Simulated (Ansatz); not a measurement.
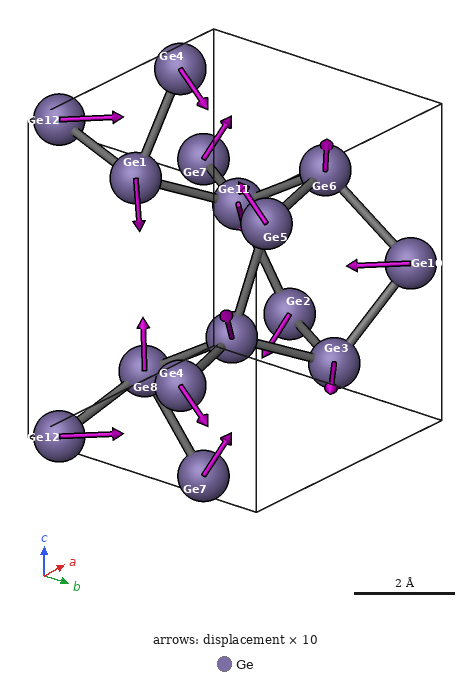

This is a relaxation of solid Ge (set up in P4_32_12). The starting structure is drawn; purple arrows show the displacements (the part carried along by the change of the cell is left out), 10 times their true length.

The picture is a ball-and-stick view of the cell of the calculation, seen from a free direction.

The run lets cell and atoms move.

These are results of Kohn-Sham DFT of a periodic cell, PBEsol with D3(BJ), Ansatz PAW (Ansatz 0.2.0), not measurements.

Input file:
```yaml
crystal:
  lattice:
    - [5.93, 0.0, 0.0]
    - [0.0, 5.93, 0.0]
    - [0.0, 0.0, 6.98]
  atoms:
    - { symbol: Ge, position: [0.375, 0.1667, 0.75] }
    - { symbol: Ge, position: [0.3333, 0.875, 0.5] }
    - { symbol: Ge, position: [0.625, 0.8333, 0.25] }
    - { symbol: Ge, position: [0.6667, 0.125, 0.0] }
    - { symbol: Ge, position: [0.875, 0.3333, 0.5] }
    - { symbol: Ge, position: [0.8333, 0.625, 0.75] }
    - { symbol: Ge, position: [0.125, 0.6667, 0.0] }
    - { symbol: Ge, position: [0.1667, 0.375, 0.25] }
    - { symbol: Ge, position: [0.575, 0.425, 0.25] }
    - { symbol: Ge, position: [0.925, 0.925, 0.5] }
    - { symbol: Ge, position: [0.425, 0.575, 0.75] }
    - { symbol: Ge, position: [0.075, 0.075, 0.0] }
hamiltonian:
  xc: pbesol
  pseudopotentials: { kind: paw }
  dispersion: d3bj
kpoints:
  mp_grid: { grid: [5, 5, 4] }
scf:
  occupations: { method: fermi_dirac, width: 0.05 }
output:
  forces: true
  stress: true
  eigenvalues: true
relax:
  f_tol: 0.01
  max_steps: 40
  cell: { stress_tol: 0.05 }
```

Command:
```bash
ansatz run input.yaml --threads 4 --pin off --max-ram 11264MiB --backend cpu --events-out ev --progress --plain --runs-dir out
```

Question: Describe the change and its energy.

Answer: After 3 accepted moves (4 points after the start) the energy has fallen by 23.1 meV per atom. Largest force component: 0.6 eV/Å at the start, 0.0044 eV/Å at the end. The pressure goes from −1.83 to 0.01 GPa. The SCF was repeated once at an unchanged geometry on a basis and grid sized afresh for the cell, which shifted the energy by 0.2 meV per atom at most. The largest moves relative to the cell, 0.13 Å, are those of Ge atoms. Cell: a = b 5.930 → 5.868 Å (−1.0 %), c 6.980 → 6.819 Å (−2.3 %). Volume −4.3 %. Among the contacts that change: Ge–Ge 2.551 → 2.475 Å, Ge–Ge 2.439 → 2.461 Å, Ge–Ge 2.469 → 2.487 Å. Bond angles that change, for instance: Ge–Ge–Ge 99.8° → 105.7°, Ge–Ge–Ge 131.8° → 127.3°, Ge–Ge–Ge 107.2° → 103.4°. The space group stays P4_32_12 (No. 96). The run took 56 s on 4 threads of Arm Neoverse V2, on a shared host, peak memory 0.95 GiB.
